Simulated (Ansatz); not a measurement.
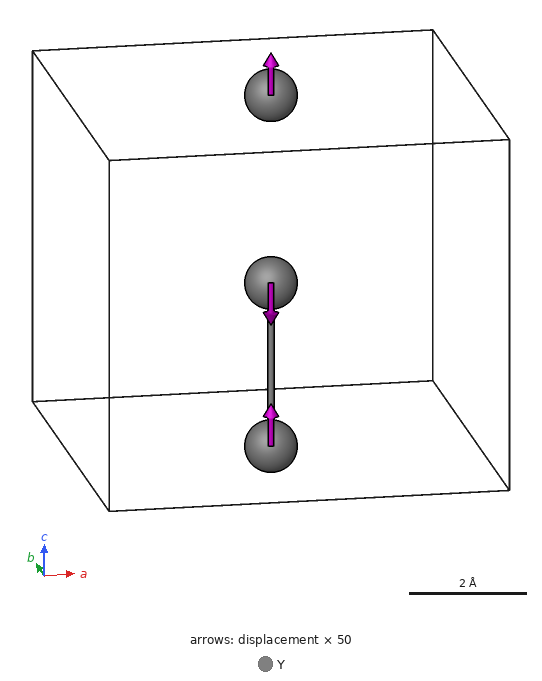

This is a relaxation of a wire of composition Y. The starting structure is drawn; purple arrows show the displacements (the part carried along by the change of the cell is left out), magnified 50 times.

The picture is a ball-and-stick view of the cell of the calculation, with the vacuum cut short, seen slightly off an axis.

Case: dimerised chain of atoms.

Computed with DFT PBEsol, scalar-relativistic, plane waves, PAW in Ansatz. Settings: plane-wave cutoff 420 eV; k-point mesh 1 × 1 × 11; occupations gaussian; smearing width 0.05 eV; collinear spin; cell relaxed at fixed a, b, alpha, beta, gamma; force threshold 0.01 eV/Å; at most 45 steps.

### What happened in the run?

The largest moves relative to the layer's centre, 0.016 Å, are those of Y atoms. Along the periodic axis the drawn cell goes c 6.265 → 6.056 Å (−3.3 %). Near-neighbour distances that change, for instance: Y–Y 2.913 → 2.785 Å, Y–Y 3.352 → 3.271 Å. The energy falls by 40.4 meV per cell of the calculation in 4 accepted moves (5 points after the start). Largest force component: 0.26 eV/Å at the start, 0.0067 eV/Å at the end. The SCF was repeated once at an unchanged geometry on a basis and grid sized afresh for the cell, which shifted the energy by less than 0.05 meV per cell of the calculation at most. The run took 58 s on 2 threads of AMD EPYC 7R43 64-Core Processor (Zen 3), on a shared host, peak memory 0.72 GiB.

Limits of the set-up: the k-point mesh is coarse for a cell with partly filled bands.
